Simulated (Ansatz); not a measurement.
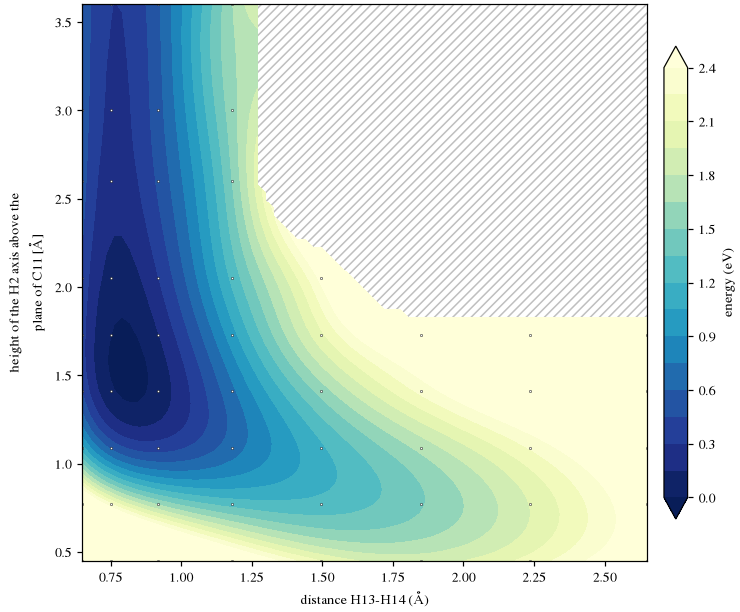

Energy landscape of H₂ on a C(101) slab cut from the P6/mmm phase, its upper half relaxed before the scan (12 atoms of substrate and one adsorbate in a 2 × 1 cell). H2 lies flat over one site of a rigid substrate while its bond length and height are varied; it sits over a hollow of the top layer over the deeper atom C9, heights counted from the top plane, its axis along the second surface vector. The first coordinate is: distance H13-H14; the second: height of the H2 axis above the plane of C11. The grid has 8 × 9 points. At 15 points there is no value (left out: too close to the surface, or the stretched molecule far from it). Points are written as (first, second). All energies are given in eV relative to the lowest grid point. Method: DFT LDA, scalar-relativistic, plane waves, PAW (Ansatz). Settings: cutoff 420 eV, k-mesh 6×3×1, gaussian smearing 0.1 eV, no spin polarisation.

The picture shows filled contours, dots at the grid points, one colour for all values above the top of the scale, hatched blanks where no value was computed. Between grid points the surface is interpolated. 

Q: Describe this landscape.

A: The lowest grid point is at (0.750 Å, 1.73 Å). The bottom of the well lies between grid points, at about (0.807 Å, 1.54 Å), about 0.063 eV lower on the interpolated surface. No other kind of well shows on this grid. The highest grid point, (0.650 Å, 0.45 Å), lies 6.88 eV above the lowest.

The whole map (57 points run) took 82 min on 1 thread of Arm Neoverse N1, on a shared host.

PAW datasets: the set soft_1.
